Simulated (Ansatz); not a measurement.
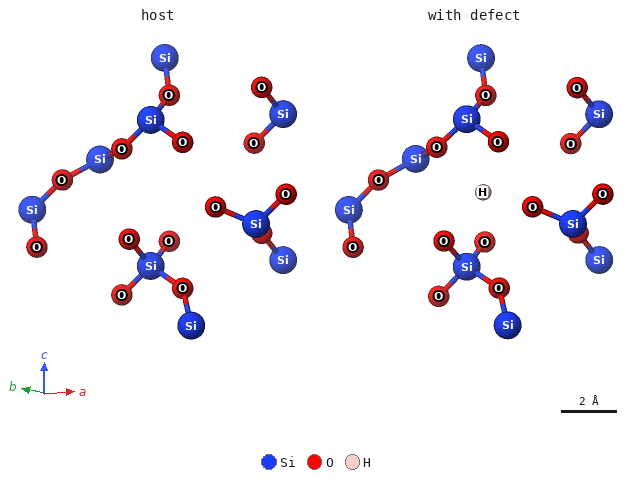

Left: perfect SiO$_{2}$. Right: the same region with one point defect, after relaxing the atoms in a supercell of 72 sites. A ball-and-stick model of the atoms within 5.4 Å of one point, in a slice 3.4 Å thick across the line of sight, seen from a free direction.

These are results of Ansatz 0.2.0, DFT, PBEsol, PAW, plane waves, not measurements. Settings: plane-wave cutoff 420 eV; k-point mesh 1 × 1 × 1; mesh shifted by (0.25, 0.25, 0.25); collinear spin. Fermi-Dirac smearing of 0.01 eV. The axes drawn are those of the host's conventional cell.

What kind of defect was made?

Answer. An extra hydrogen atom is put between the host's atoms (an interstitial).

The charge state of the cell is 0.

What does the relaxation do around it?

Answer. The H atom starts with 7 O at 2.28 to 2.74 Å, 2 Si at 2.47 to 2.48 Å around its place and ends with 8 O at 2.33 to 2.72 Å, 2 Si at 2.47 Å. Of the host's atoms, an oxygen atom moves furthest from its site, by 0.08 Å. The cell's net moment is 1.00 μB.
